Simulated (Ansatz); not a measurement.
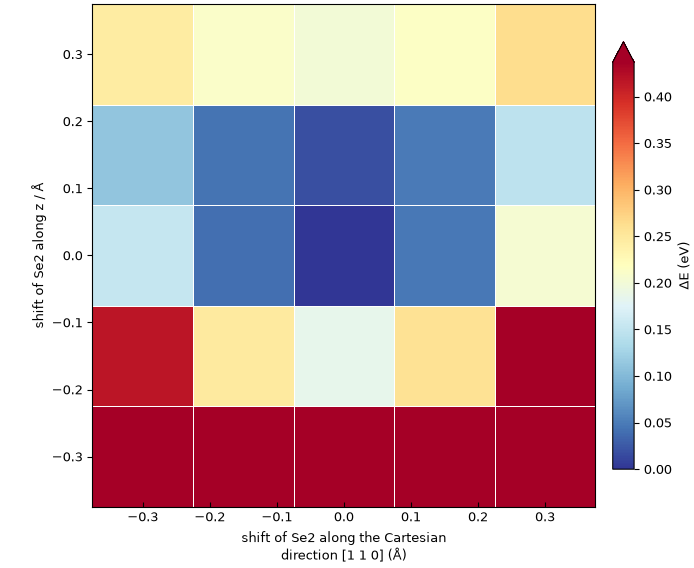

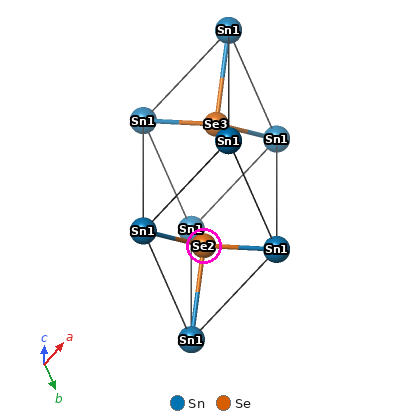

Energy landscape of SnSe2 (P-3m1, No. 164; 3 atoms in the cell). Atom Se2 is moved over a plane while all other atoms and the cell stay fixed (its periodic images move with it) (x along [1 0 0], y along [1 2 0], z along [0 0 1] of the conventional cell). Coordinates scanned: (1) shift of Se2 along the Cartesian direction [1 1 0]; (2) shift of Se2 along z. The grid has 5 × 5 points. Points are written as (first, second). All energies are given in eV per cell relative to the lowest grid point. The reference cell is the one listed in the database, not relaxed at this level. The k-mesh is coarse, so small energy differences aren't converged. These are results of Ansatz, DFT PBEsol, scalar-relativistic, plane waves, PAW, not measurements. Settings: cutoff 420 eV, k-mesh 6×6×4 (coarse) in the order of the run's cell vectors, gaussian smearing 0.05 eV, no spin polarisation.

The picture shows one coloured cell a grid point, one colour for all values above the top of the scale. The second picture is the structure at the lowest point

### Describe this landscape.

The lowest grid point is at (0.00 Å, 0.00 Å). The highest grid point, (0.30 Å, −0.30 Å), lies 1.06 eV above the lowest.
